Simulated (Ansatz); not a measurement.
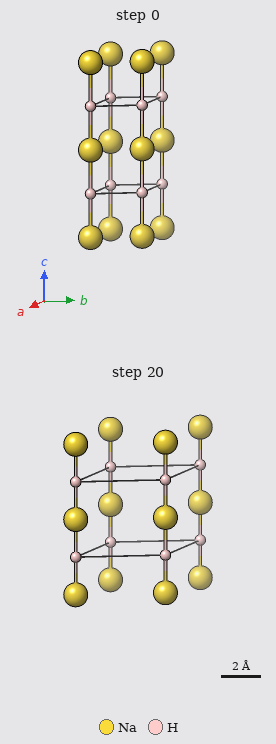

The structure of solid NaH (a generated structure, set up in P6/mmm) (coarse preliminary run) before (top) and after (bottom) a relaxation, at one scale.

Style: ball-and-stick. Shown: the cell of the calculation, slightly off an axis.

All numbers below come from DFT PBE, scalar-relativistic, plane waves, PAW (Ansatz 0.2.0).

The input:
```yaml
crystal:
  lattice:
    - [2.71460677, 0.0, 0.0]
    - [-1.35730338, 2.35091842, 0.0]
    - [0.0, 0.0, 4.63466192]
  atoms:
    - { symbol: Na, position: [0.0, 0.0, 0.5] }
    - { symbol: H, position: [0.0, 0.0, 0.0] }
basis:
  ecutwfc: 420
kpoints:
  mp_grid: { grid: [9, 9, 4] }
hamiltonian:
  xc: pbe
scf:
  occupations: { method: gaussian, width: 0.1 }
  lower_state_search: "off"
output:
  forces: true
  stress: true
  eigenvalues: true
relax:
  adjacent_minimum: "off"
  f_tol: 0.04
  max_steps: 70
  cell: { stress_tol: 0.4 }
```

Launched with:
```bash
ansatz run input.yaml --threads 1 --pin off --max-ram 2048MiB --backend cpu --events-out ev --progress --plain --runs-dir out
```

Q: Describe what moved and what it gained.

A: After 17 accepted moves (20 points after the start) the energy has fallen by 1.644 eV per cell of the calculation. All forces vanish by symmetry, so only the cell relaxes. The pressure goes from 5.11 to 0.19 GPa. The SCF was repeated 3 times at an unchanged geometry on a basis and grid sized afresh for the cell, which shifted the energy by 0.102 eV per cell of the calculation at most. No atom moves by more than 0.005 Å relative to the cell. Cell: a = b 2.715 → 4.717 Å (+73.8 %), c 4.635 → 3.988 Å (−14.0 %). Volume +159.8 %. Near-neighbour distances that change, for instance: Na1–Na1 2.715 → 4.717 Å, Na1–H2 2.317 → 1.994 Å. The space group stays P6/mmm (No. 191).
